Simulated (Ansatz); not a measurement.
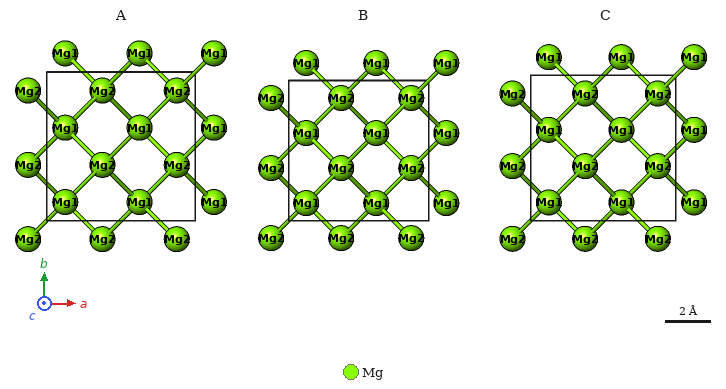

3 geometries from one relaxation of crystalline Mg (a generated structure, set up in Fd-3m), in shuffled order. A ball-and-stick model of the conventional cell (4 times the calculation's cell), seen along the c axis. Lengths and directions refer to the drawn axes.

Phase: diamond.

Theory: Ansatz, DFT, LDA (PW92), plane waves (420 eV) with PAW, scalar-relativistic. Set-up: plane-wave cutoff 420 eV; k-point mesh 9 × 9 × 9; occupations fermi dirac; smearing width 0.1 eV; no spin polarisation; cell and atoms relaxed; force threshold 0.01 eV/Å; at most 60 steps.

Order the frames from highest to lowest energy.

B, C, A. They are steps 0, 1, 4, at +0.108 eV per cell of the calculation, +15.9 meV per cell of the calculation relative to the last. The energy falls by 0.108 eV per cell of the calculation in 3 accepted moves (4 points after the start). All forces vanish by symmetry, so only the cell relaxes. Pressure: 3.23 GPa at the start and 0.02 GPa at the end. At 1 point the geometry stayed and the basis and grid were re-selected for the new cell (energy shift of 0.8 meV per cell of the calculation at most each time). The atoms keep their places relative to the cell (all moves are under 0.005 Å). Cell: a = b = c 6.308 → 6.693 Å (+6.1 %). Volume +19.5 %. Among the contacts that change: Mg1–Mg2 2.731 → 2.898 Å. The space group stays Fd-3m (No. 227). The program noted that a PAW file was made for another functional than the run's.
